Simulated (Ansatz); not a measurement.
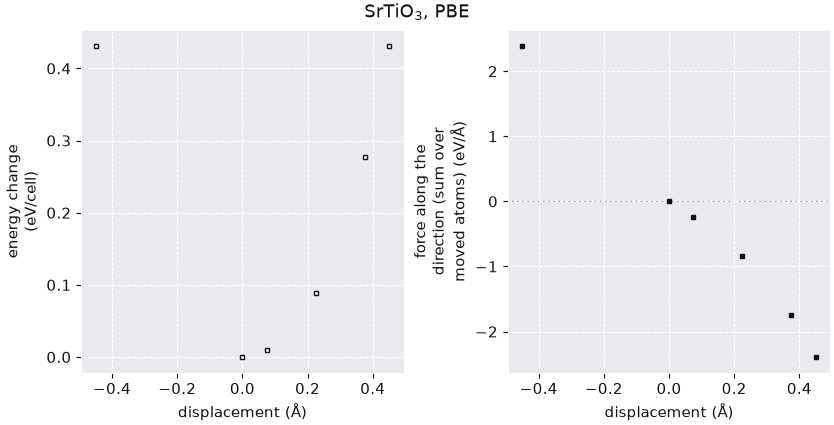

The figure shows the energy change and force along the direction (sum over moved atoms) against displacement for SrTiO₃, space group Pm-3m (No. 221).

Structure:
```xyz
5
Lattice="3.9364 0.0000 0.0000 0.0000 3.9364 0.0000 0.0000 0.0000 3.9364" Properties=species:S:1:pos:R:3 pbc="T T T"
Sr    0.0000    0.0000    0.0000
Ti    1.9682    1.9682    1.9682
O     0.0000    1.9682    1.9682
O     1.9682    0.0000    1.9682
O     1.9682    1.9682    0.0000
```

Computed with Ansatz 0.2.0: one atom of a crystal moved along a line, all else fixed, by plane-wave density functional theory with PAW datasets, free energies less that of the undisturbed cell; scalar-relativistic. Level: PBE, no spin polarisation.

wave cutoff 420 eV; k mesh 8×8×8; occupations Gaussian; smearing width 0.05 eV; k shift (0, 0, 0) (mesh steps); start relaxed; moved atom 1; direction (0, −0.7071, −0.7071) (Cartesian unit vector).

The points at displacement −0.3, 0.15 and 0.45 follow from computed ones by symmetry.

The points at displacement −0.300 Å, −0.150 Å, 0.150 Å and 0.300 Å are left out of the plot. What values does the calculation give there?

| displacement (Å) | energy change (eV/cell) | force along the direction (sum over moved atoms) (eV/Å) |
| --- | --- | --- |
| −0.300 | 0.1660 | 1.24 |
| −0.150 | 0.0377 | 0.52 |
| 0.150 | 0.0377 | −0.52 |
| 0.300 | 0.1660 | −1.24 |
